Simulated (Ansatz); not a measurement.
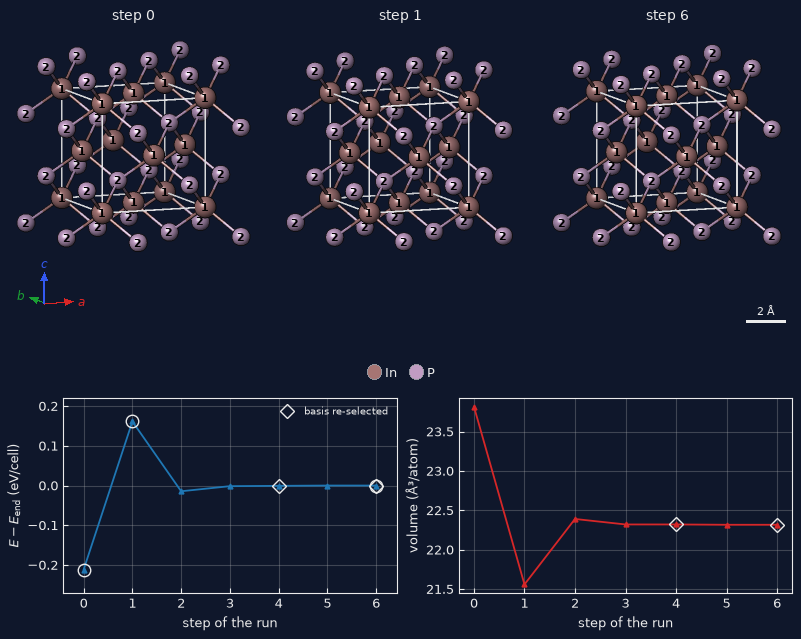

Frames of a relaxation of a crystal of InP (set up in F-43m), marked on the history of the run. The picture is a ball-and-stick view of the conventional cell (4 times the calculation's cell), seen slightly off an axis. Lengths and directions refer to the drawn axes.

Case: relaxed at 15 GPa.

Level of theory: Ansatz, DFT PBE, scalar-relativistic, plane waves, PAW.

Input
```yaml
crystal:
  lattice:
    - [0.0, 2.8771249757, 2.8771249757]
    - [2.8771249757, 0.0, 2.8771249757]
    - [2.8771249757, 2.8771249757, 0.0]
  atoms:
    - { symbol: In, position: [0.0, 0.0, 0.0] }
    - { symbol: P, position: [0.75, 0.75, 0.75] }
basis:
  ecutwfc: 420
kpoints:
  mp_grid: { grid: [10, 10, 10] }
hamiltonian:
  xc: pbe
scf:
  occupations: { method: fixed }
output:
  forces: true
  stress: true
  eigenvalues: true
relax:
  adjacent_minimum: "off"
  f_tol: 0.001
  max_steps: 60
  cell: { stress_tol: 0.02, p_target: 15.0 }
```

Launched with:
```bash
ansatz run input.yaml --threads 1 --pin off --max-ram 3072MiB --backend cpu --events-out ev --progress --plain --runs-dir out
```

What happens along the run?

No atom moves by more than 0.005 Å relative to the cell. Cell: a = b = c 5.754 → 5.631 Å (−2.1 %). Volume −6.3 %. Among the contacts that change: In1–P2 2.492 → 2.438 Å. The space group stays F-43m (No. 216). After 4 accepted moves (6 points after the start) the energy has risen by 0.212 eV per cell of the calculation. With the target pressure of 15 GPa, the enthalpy E + pV changes by −69.2 meV per cell of the calculation. All forces vanish by symmetry, so only the cell relaxes. Pressure: 7.99 GPa at the start and 15.00 GPa at the end. At 2 points the geometry stayed and the basis and grid were re-selected for the new cell (energy shift of 0.8 meV per cell of the calculation at most each time). From step 0 to 1: volume −9.5 %, energy +0.373 eV per cell of the calculation. From step 1 to 6: volume +3.5 %, energy −0.161 eV per cell of the calculation.
